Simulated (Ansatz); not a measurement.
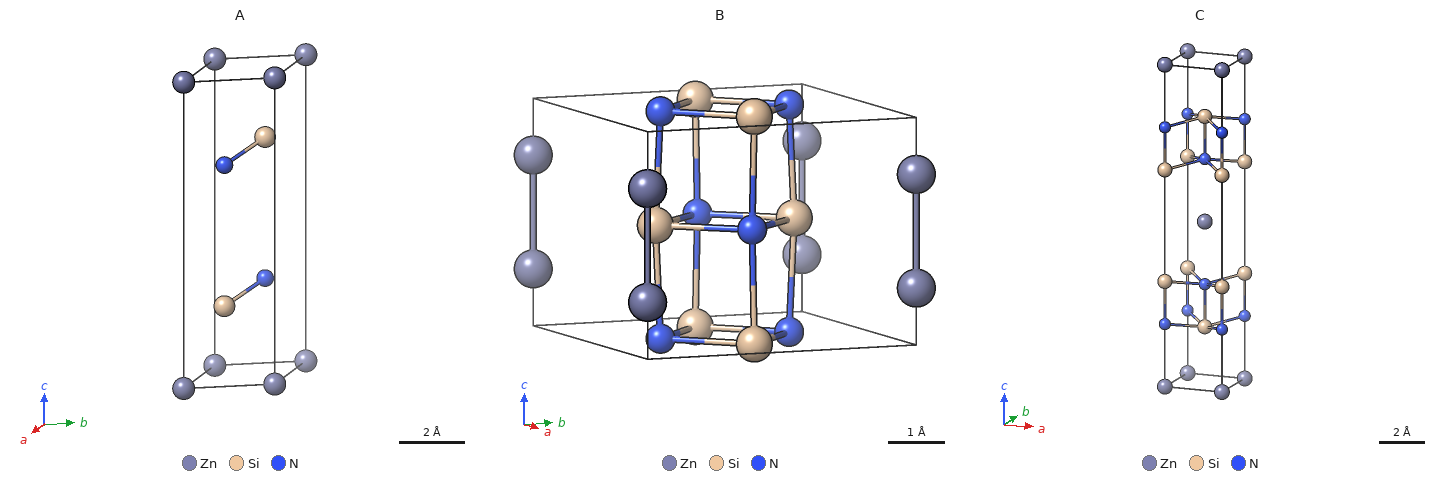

Three structures of ZnSi₂N₂, each relaxed to rest (conventional cells in solid outline, small ones repeated, each panel with its own scale). Method: Ansatz, DFT PBE, scalar-relativistic, plane waves, PAW, without spin polarisation.

Question: Give the type and space group of each panel.

Answer: A: CaAl₂Si₂ type, P-3m1; B: 10 atoms a cell on a primitive tetragonal lattice, P4_2/mmc; C: 10 atoms a cell on a body-centred tetragonal lattice, I4/mmm.

Question: Rank them by energy, lowest first.

Answer: A, then C (+484 meV/atom) and B (+529 meV/atom), energies at zero smearing.

Question: Collect the results in a table.

Answer:
| panel | structure | E − E(lowest) (meV/atom) | volume (Å³/atom) | gap (eV) |
| --- | --- | --- | --- | --- |
| A | P-3m1 | 0 | 13.9 | metal |
| C | I4/mmm | 484 | 11.2 | metal |
| B | P4_2/mmc | 529 | 11.5 | metal |

Some of these may be structure types tried for this composition rather than known phases, and the most stable form need not be among them. Gaps are taken on the k-mesh or band path of each run.
